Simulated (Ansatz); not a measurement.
# Geometry relaxation, with input and output: Ru (part 1 of 3)

Ru (slab, 6 atoms in the cell), computed with DFT, r2SCAN, PAW with Ansatz's default frozen-core files, scalar-relativistic, no spin polarisation (Ansatz 0.2.0).

It belongs to a series of runs on one base structure; here: atoms relaxed, PAW files. Figures and captions count atoms from 1; the log counts them from 0 in places.

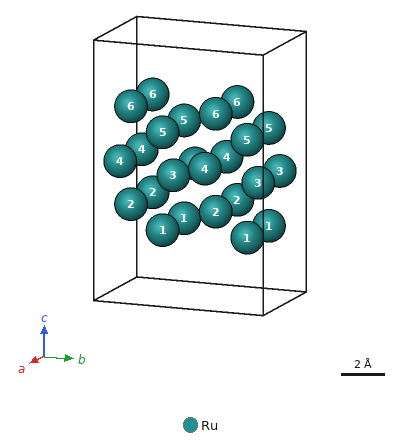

Figure 1. The starting structure (spheres-only view of the 2 × 2 repeat of the cell, with the vacuum cut short, seen slightly off an axis; atoms are numbered from 1 in the order of the input). An atom can appear more than once, as a periodic image.

**Key numbers**

| quantity | value |
| --- | --- |
| outcome | converged |
| electrons treated | 96 |
| free energy | −35339.7770 eV |
| Fermi energy | 4.534 eV |
| final volume | 247.41 Å³ |
| largest force (length of the vector) at the end | 0.001 eV/Å |
| hardware | 2 threads of Arm Neoverse V2, 24 GiB of memory available, shared host |
| wall time | 3.9 min (CPU time 7.7 min) |
| peak memory | 1.2 GiB |

**Remarks**

Warnings of the run: the SCF threshold is looser than advised for the printed stress; the exchange-correlation potential is rough where the density is thin.

**Input**
```yaml
crystal:
  lattice:
    - [2.7033707468, 0.0, 0.0]
    - [0.0, 4.2640821151, 0.0]
    - [0.0, 0.0, 21.4628]
  atoms:
    - { symbol: Ru, position: [0.75, 0.75, 0.3727386127] }
    - { symbol: Ru, position: [0.25, 0.25, 0.4090990093] }
    - { symbol: Ru, position: [0.25, 0.75, 0.4818198017] }
    - { symbol: Ru, position: [0.75, 0.25, 0.5181801983] }
    - { symbol: Ru, position: [0.75, 0.75, 0.5909009907] }
    - { symbol: Ru, position: [0.25, 0.25, 0.6272613873] }
kpoints:
  mp_grid: { grid: [12, 8, 1] }
scf:
  occupations: { method: fermi_dirac, width: 0.08 }
hamiltonian:
  xc: r2scan
  pseudopotentials: { kind: paw }
output:
  forces: true
  stress: true
  eigenvalues: true
  write_density: true
  write_potential: true
  elf: true
  volumetric_format: npy
relax:
  f_tol: 0.01
  max_steps: 40
efield:
  axis: 3
  amplitude: 0
  dipole_correction: true
```

Command:
```bash
ansatz run input.yaml --threads 2 --pin off --max-ram 4096MiB --backend cpu --events-out ev --progress --plain --runs-dir out
```

**Log**
```
Warning: output.stress: scf.convergence.dr2_threshold = 1e-7 eV (the SCF's general default) is looser than the 6e-10 eV advised for a printed stress (1e-10 eV for each atom of the cell: 6). What an SCF threshold leaves in a stress goes as its square root, and in the free energy as the threshold itself, and one threshold admits the most on a small cell: of the crystals measured, under no hybrid functional and no lock of the moments, on runs that ended without the residual-converged pass, on stresses that held no estimate of that error, the worst erred by over 100 MPa in a component at 1e-7 eV an atom and by under 5 at 1e-10. Every solve of this run answers to scf.convergence.dr2_threshold, and the tensor of one is reported: a single SCF on the reported geometry and on this run's grids (its basis.xc_grid and basis.ecutrho_ratio typed), with scf.convergence.dr2_threshold at 6e-10 eV or tighter, prints it and tightens no other solve. Else set scf.convergence.dr2_threshold to 6e-10 eV or tighter. The threshold is an SCF's pass mark: one that does not reach it within its budget of iterations ends unconverged, or closes short of it on a stop that the run arms, and scf.convergence.dr2_threshold's page says what that costs each kind of run
Engine: ansatz 0.2.0, aarch64-unknown-linux-gnu
Pseudopotentials: kind: paw
Pseudopotential: Ru, paw, valence charge 16, recommended cutoff 500 eV (meta_gga), Ru.paw.azcp
Functional definition: r2SCAN
  parameter k0 = 0.174
  parameter k1 = 0.065
  parameter a1 = 4.9479
  exchange = r2scan_x(k0 = k0, k1 = k1, a1 = a1)
  correlation = r2scan_c
Crystal: 6 atoms, lattice volume = 247.410 Å³
Basis set: ecut = 500 eV, 6269 PW (Γ), exchange–correlation on 80×128×640 points (64 copies of the dense FFT grid, shifted against one another)
Bands: 58, of which v1, the nominal top of the filled ones, is band 48 counted from 1 (47 counted from 0)
Symmetry: 4 space group operations
k-points: 35 of 96
Non-local potential: Ru, projectors of the file, l = 0: 3, l = 1: 2, l = 2: 2, l = 3: 1
PAW form: soft (Blöchl's): semilocal exchange-correlation on the pseudo side does not see the compensation charge
PAW frozen core: Ru, regenerated for the run's functional (the file was generated under x = pbe(κ = 0.804, μ = 0.2195149727645171), c = pbe(β = 0.06672455060314922))
PAW one-centre angular grid: Ru, 590 points (default); XC on 160 Gauss nodes
Initial density: superposition of atomic densities (neutral atoms: chi_scale 0, normalization atom), corrected by the library's trained network
Initial wavefunctions: pseudopotential atomic-orbital guess
Functional: x = r2scan, c = r2scan; τ floored in thin density (d = 2e-4 eV/Å³)
SCF iter   1: F=—  HF=-35339.561622 eV  |F-HF|=—  |Δ(HF+E_count)|=         —  Δρ=9.75e-3  dr2=3.25e-1  dr2_τ=5.33e-2  ethr=1.77e-3  p=0.000 e·Å  D=5.57e-15 V/Å  ΔV_dip=-0.00 eV  dr2_dipole=1.92e-7  V_vac-E_F(+/−)=4.76/4.76 eV  ⟨swp⟩=8.3  Hψ=8659  notcnv=0
efield: sawtooth ramp at fractional position 0.9500 (placed from the atoms, in the widest stretch of the axis that holds none; the zero of the levels goes with the place), width 0.1000; the density the first Hamiltonian is built on has a dipole p = 0.000 e·Å; the dipole correction subtracts the counter field D = 5.57e-15 V/Å, which shifts the + side's vacuum level by -0.00 eV against the − side's; the planar-averaged density in the ramp window peaks in size at 2.7e-5 e/Å³
preconditioner: auto → LDOS  [metal: Δε(μ)=0.006 eV  Ē_g=4.546 eV  σ=0.080 eV  W_gap=0.02  n_scr=42 (ndim 8)  ℏωp=16.4 eV  f_vac=0.595  D(μ)=8.02/eV (n_scr^D=52)  β→1.0]
SCF iter   2: F=—  HF=-35339.643082 eV  |F-HF|=—  |Δ(HF+E_count)|=   8.15e-2  Δρ=5.30e-3  dr2=7.95e-2  dr2_τ=3.73e-3  ethr=3.38e-4  p=0.000 e·Å  D=2.69e-6 V/Å  ΔV_dip=-0.00 eV  dr2_dipole=1.21e-7  V_vac-E_F(+/−)=4.74/4.74 eV  ⟨swp⟩=2.9  Hψ=4275  notcnv=0
SCF iter   3: F=—  HF=-35339.628543 eV  |F-HF|=—  |Δ(HF+E_count)|=   1.45e-2  Δρ=1.95e-3  dr2=2.50e-2  dr2_τ=1.67e-3  ethr=8.28e-5  p=0.000 e·Å  D=5.40e-7 V/Å  ΔV_dip=-0.00 eV  dr2_dipole=3.68e-8  V_vac-E_F(+/−)=4.79/4.79 eV  ⟨swp⟩=2.8  Hψ=4410  notcnv=0
SCF iter   4: F=—  HF=-35339.625729 eV  |F-HF|=—  |Δ(HF+E_count)|=   2.81e-3  Δρ=8.50e-4  dr2=2.13e-3  dr2_τ=7.08e-5  ethr=2.60e-5  p=-0.000 e·Å  D=-7.25e-8 V/Å  ΔV_dip=0.00 eV  dr2_dipole=2.27e-9  V_vac-E_F(+/−)=4.78/4.78 eV  ⟨swp⟩=2.3  Hψ=2825  notcnv=0
SCF iter   5: F=—  HF=-35339.625488 eV  |F-HF|=—  |Δ(HF+E_count)|=   2.41e-4  Δρ=1.80e-4  dr2=2.71e-4  dr2_τ=2.24e-6  ethr=2.21e-6  p=0.000 e·Å  D=6.81e-8 V/Å  ΔV_dip=-0.00 eV  dr2_dipole=1.33e-10  V_vac-E_F(+/−)=4.77/4.77 eV  ⟨swp⟩=2.1  Hψ=3012  notcnv=0
SCF iter   6: F=—  HF=-35339.625491 eV  |F-HF|=—  |Δ(HF+E_count)|=   2.52e-6  Δρ=3.45e-5  dr2=4.11e-6  dr2_τ=3.06e-7  ethr=2.82e-7  p=0.000 e·Å  D=1.25e-8 V/Å  ΔV_dip=-0.00 eV  dr2_dipole=2.62e-12  V_vac-E_F(+/−)=4.77/4.77 eV  ⟨swp⟩=2.2  Hψ=3174  notcnv=0
SCF iter   7: F=-35339.625493 eV  HF=-35339.625493 eV  |F-HF|=6.01e-7  |Δ(HF+E_count)|=   2.54e-6  Δρ=1.51e-5  dr2=1.19e-6  dr2_τ=8.51e-8  ethr=2.60e-9  p=0.000 e·Å  D=1.98e-8 V/Å  ΔV_dip=-0.00 eV  dr2_dipole=7.41e-12  V_vac-E_F(+/−)=4.77/4.77 eV  ⟨swp⟩=17.3  Hψ=20495  notcnv=0
SCF 1 converged in 7 iterations: F = -35339.625493 eV  dr2 = 1.19e-6
  greatest PAW one-centre occupation: 0.997 electrons in one spin orbital (limit 2), on the Ru atom at site 0 (counted from 0), in its partial waves of l = 1
relax step   1: F+E_penalty+E_count = -35339.62549286 eV  Δ(F+E_penalty+E_count) = +0.000e0 eV  max|allowed force component| = 1.076e0 eV/Å  Δτ_max = 0.0000 Å  (7 SCF iters, dr2 threshold 2.50e-6 eV, accepted)
Initial density: handed on by an earlier stage of this run
Initial wavefunctions: those handed on with the density
SCF iter   1: F=—  HF=-35338.696085 eV  |F-HF|=—  |Δ(HF+E_count)|=         —  Δρ=2.31e-2  dr2=3.59e0  dr2_τ=1.01e1  ethr=3.10e-3  p=0.000 e·Å  D=1.98e-8 V/Å  ΔV_dip=-0.00 eV  dr2_dipole=2.55e-11  V_vac-E_F(+/−)=4.67/4.67 eV  ⟨swp⟩=5.0  Hψ=5493  notcnv=0
efield: sawtooth ramp at fractional position 0.9500 (handed on by an earlier solve), width 0.1000; the density the first Hamiltonian is built on has a dipole p = 0.000 e·Å; the dipole correction subtracts the counter field D = 1.98e-8 V/Å, which shifts the + side's vacuum level by -0.00 eV against the − side's; the planar-averaged density in the ramp window peaks in size at 3.5e-6 e/Å³
preconditioner: auto → LDOS  [metal: Δε(μ)=0.008 eV  Ē_g=4.820 eV  σ=0.080 eV  W_gap=0.02  n_scr=42 (ndim 8)  ℏωp=16.4 eV  f_vac=0.609  D(μ)=7.70/eV (n_scr^D=48)  β→1.0]
SCF iter   2: F=—  HF=-35339.770297 eV  |F-HF|=—  |Δ(HF+E_count)|=    1.07e0  Δρ=1.08e-2  dr2=6.03e-1  dr2_τ=1.28e-1  ethr=3.10e-3  p=0.000 e·Å  D=2.13e-6 V/Å  ΔV_dip=-0.00 eV  dr2_dipole=1.01e-9  V_vac-E_F(+/−)=4.63/4.63 eV  ⟨swp⟩=2.9  Hψ=4147  notcnv=0
SCF iter   3: F=—  HF=-35339.737058 eV  |F-HF|=—  |Δ(HF+E_count)|=   3.32e-2  Δρ=3.88e-3  dr2=6.09e-2  dr2_τ=6.62e-3  ethr=6.28e-4  p=-0.000 e·Å  D=-8.18e-7 V/Å  ΔV_dip=0.00 eV  dr2_dipole=1.33e-9  V_vac-E_F(+/−)=4.78/4.78 eV  ⟨swp⟩=2.4  Hψ=3140  notcnv=0
SCF iter   4: F=—  HF=-35339.733333 eV  |F-HF|=—  |Δ(HF+E_count)|=   3.73e-3  Δρ=1.73e-3  dr2=2.18e-2  dr2_τ=2.85e-4  ethr=6.34e-5  p=0.000 e·Å  D=4.25e-7 V/Å  ΔV_dip=-0.00 eV  dr2_dipole=3.10e-10  V_vac-E_F(+/−)=4.77/4.77 eV  ⟨swp⟩=2.8  Hψ=3489  notcnv=0
SCF iter   5: F=—  HF=-35339.733212 eV  |F-HF|=—  |Δ(HF+E_count)|=   1.20e-4  Δρ=6.61e-4  dr2=9.08e-4  dr2_τ=9.77e-5  ethr=2.27e-5  p=0.000 e·Å  D=5.14e-7 V/Å  ΔV_dip=-0.00 eV  dr2_dipole=5.37e-11  V_vac-E_F(+/−)=4.80/4.80 eV  ⟨swp⟩=2.0  Hψ=2644  notcnv=0
SCF iter   6: F=—  HF=-35339.733306 eV  |F-HF|=—  |Δ(HF+E_count)|=   9.31e-5  Δρ=1.87e-4  dr2=1.34e-4  dr2_τ=9.06e-6  ethr=9.46e-7  p=0.000 e·Å  D=1.65e-7 V/Å  ΔV_dip=-0.00 eV  dr2_dipole=5.99e-11  V_vac-E_F(+/−)=4.81/4.81 eV  ⟨swp⟩=2.7  Hψ=3845  notcnv=0
SCF iter   7: F=-35339.733324 eV  HF=-35339.733331 eV  |F-HF|=6.62e-6  |Δ(HF+E_count)|=   2.50e-5  Δρ=5.61e-5  dr2=1.26e-5  dr2_τ=6.86e-7  ethr=7.54e-8  p=0.000 e·Å  D=1.22e-7 V/Å  ΔV_dip=-0.00 eV  dr2_dipole=3.87e-12  V_vac-E_F(+/−)=4.81/4.81 eV  ⟨swp⟩=16.7  Hψ=22778  notcnv=0
SCF 2 converged in 7 iterations: F = -35339.733324 eV  dr2 = 1.26e-5
  greatest PAW one-centre occupation: 0.997 electrons in one spin orbital (limit 2), on the Ru atom at site 5 (counted from 0), in its partial waves of l = 1
relax step   2: F+E_penalty+E_count = -35339.73332397 eV  Δ(F+E_penalty+E_count) = -1.078e-1 eV  max|allowed force component| = 5.581e-1 eV/Å  Δτ_max = 0.1952 Å  (7 SCF iters, dr2 threshold 7.23e-5 eV, accepted)
iter 1 solved again at ethr=1.38e-4 eV; its pass at ethr=3.10e-3 eV (dr2=1.32e-1 eV) is discarded
SCF iter   1: F=—  HF=-35339.195264 eV  |F-HF|=—  |Δ(HF+E_count)|=         —  Δρ=5.16e-3  dr2=1.31e-1  dr2_τ=1.13e0  ethr=1.38e-4  p=0.000 e·Å  D=1.22e-7 V/Å  ΔV_dip=-0.00 eV  dr2_dipole=4.58e-12  V_vac-E_F(+/−)=4.81/4.81 eV  ⟨swp⟩=2.0  Hψ=6645  notcnv=0
efield: sawtooth ramp at fractional position 0.9500 (handed on by an earlier solve), width 0.1000; the density the first Hamiltonian is built on has a dipole p = 0.000 e·Å; the dipole correction subtracts the counter field D = 1.22e-7 V/Å, which shifts the + side's vacuum level by -0.00 eV against the − side's; the planar-averaged density in the ramp window peaks in size at 5.6e-6 e/Å³
preconditioner: auto → LDOS  [metal: Δε(μ)=0.007 eV  Ē_g=4.674 eV  σ=0.080 eV  W_gap=0.02  n_scr=42 (ndim 8)  ℏωp=16.4 eV  f_vac=0.604  D(μ)=7.83/eV (n_scr^D=48)  β→1.0]
SCF iter   2: F=—  HF=-35339.783453 eV  |F-HF|=—  |Δ(HF+E_count)|=   5.88e-1  Δρ=4.37e-3  dr2=4.57e-2  dr2_τ=1.98e-3  ethr=1.37e-4  p=-0.000 e·Å  D=-2.84e-7 V/Å  ΔV_dip=0.00 eV  dr2_dipole=1.44e-10  V_vac-E_F(+/−)=4.88/4.88 eV  ⟨swp⟩=2.6  Hψ=3976  notcnv=0
SCF iter   3: F=—  HF=-35339.776432 eV  |F-HF|=—  |Δ(HF+E_count)|=   7.02e-3  Δρ=1.05e-3  dr2=4.24e-3  dr2_τ=6.99e-4  ethr=4.76e-5  p=-0.000 e·Å  D=-1.46e-7 V/Å  ΔV_dip=0.00 eV  dr2_dipole=9.80e-12  V_vac-E_F(+/−)=4.82/4.82 eV  ⟨swp⟩=2.2  Hψ=3327  notcnv=0
SCF iter   4: F=—  HF=-35339.776952 eV  |F-HF|=—  |Δ(HF+E_count)|=   5.20e-4  Δρ=6.33e-4  dr2=1.60e-3  dr2_τ=1.45e-4  ethr=4.42e-6  p=-0.000 e·Å  D=-1.02e-7 V/Å  ΔV_dip=0.00 eV  dr2_dipole=2.97e-12  V_vac-E_F(+/−)=4.82/4.82 eV  ⟨swp⟩=3.1  Hψ=4184  notcnv=0
SCF iter   5: F=—  HF=-35339.776641 eV  |F-HF|=—  |Δ(HF+E_count)|=   3.10e-4  Δρ=2.11e-4  dr2=1.14e-4  dr2_τ=2.29e-6  ethr=1.67e-6  p=-0.000 e·Å  D=-1.43e-8 V/Å  ΔV_dip=0.00 eV  dr2_dipole=3.73e-14  V_vac-E_F(+/−)=4.81/4.81 eV  ⟨swp⟩=2.0  Hψ=2846  notcnv=0
SCF iter   6: F=-35339.776631 eV  HF=-35339.776637 eV  |F-HF|=6.20e-6  |Δ(HF+E_count)|=   4.08e-6  Δρ=4.30e-5  dr2=1.26e-5  dr2_τ=3.75e-7  ethr=2.03e-8  p=-0.000 e·Å  D=-6.60e-8 V/Å  ΔV_dip=0.00 eV  dr2_dipole=3.66e-13  V_vac-E_F(+/−)=4.81/4.81 eV  ⟨swp⟩=16.1  Hψ=22877  notcnv=0
SCF 3 converged in 6 iterations: F = -35339.776631 eV  dr2 = 1.26e-5
relax step   3: F+E_penalty+E_count = -35339.77663107 eV  Δ(F+E_penalty+E_count) = -4.331e-2 eV  max|allowed force component| = 6.260e-2 eV/Å  Δτ_max = 0.0610 Å  (6 SCF iters, dr2 threshold 1.95e-5 eV, accepted)
```
